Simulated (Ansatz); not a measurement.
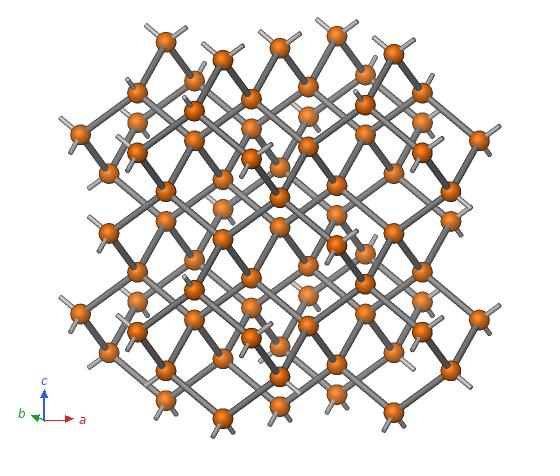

A cut-out of a periodic net derived from a crystal structure. Nodes are coloured by topological kind. Edges to nodes outside the piece are drawn as stubs.

What net is this?

A uninodal 4-connected, three-periodic net. It is the dia net, known from diamond, zinc blende and cristobalite.

Give point symbol and coordination sequence.

6⁶, sequence 4, 12, 24, 42, 64.

Origin of the net. The compound is AlP (space group F-43m, No. 216), taken as a calculation's input that goes back to an entry of the Crystallography Open Database (an earlier step may have relaxed or displaced it). Bonds are taken as Al–P below 2.7 Å. The graph is simplified in the usual way: terminal and isolated atoms are pruned, two-connected atoms become edges. Al and P are 4-connected nodes.
